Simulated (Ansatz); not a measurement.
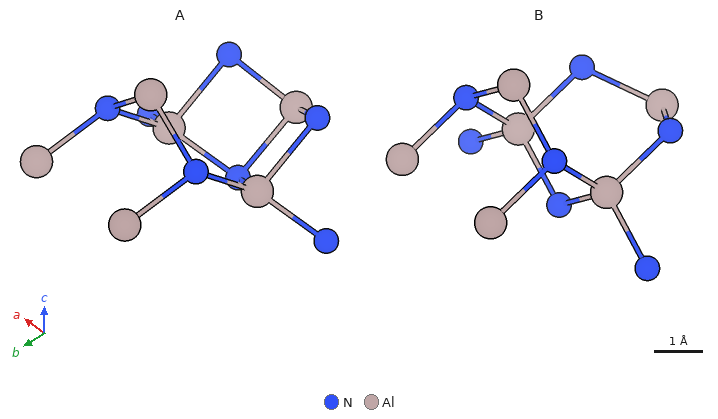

Two geometries of a slab of composition AlN (cut from the P6_3mc phase), drawn at one scale. One is the start of a relaxation, the other its converged end. A ball-and-stick model of the atoms within 4.2 Å of the atom that moves most (axes of the 3 × 1 repeat of the cell, outlined in the plane, without the vacuum (origin shifted)), seen from a free direction.

The calculation used DFT PBEsol, scalar-relativistic, plane waves, PAW (Ansatz 0.2.0). Set-up: plane-wave cutoff 420 eV; k-point mesh 9 × 5 × 1; occupations gaussian; smearing width 0.05 eV; no spin polarisation; dipole correction; atoms relaxed in a fixed cell; force threshold 0.02 eV/Å; at most 60 steps.

Q: Which geometry has the lower energy?

A: Structure A is the relaxed one. Case: (1 0 1) slab, atoms relaxed. The slab is the (1 0 1) face of AlN. The energy falls by 1.903 eV per cell of the calculation in 11 geometry steps. Largest force component: 2.7 eV/Å at the start, 0.017 eV/Å at the end. The largest move relative to the layer's centre is that of an N atom, 1.04 Å at 73° to the normal (+c side). By element the largest moves are N 1.04 Å, Al 0.30 Å. The cell stays as it was. Among the contacts that change: Al–N 3.080 → 1.928 Å, Al–N 1.904 → 2.004 Å, Al–N 1.904 → 1.971 Å, Al–N 1.891 → 1.824 Å. New bonds form, among them: Al–N (3.08 → 1.93 Å). Among the angles between lasting bonds that change: N–Al–N 108.1° → 87.3°, N–Al–N 110.8° → 120.6°, N–Al–N 108.1° → 100.5°. The run may lie on a higher electronic state than the lowest, so the end point isn't shown to be the ground-state structure. The run took 12 min on 2 threads of Arm Neoverse V2, on a shared host, peak memory 1 GiB.
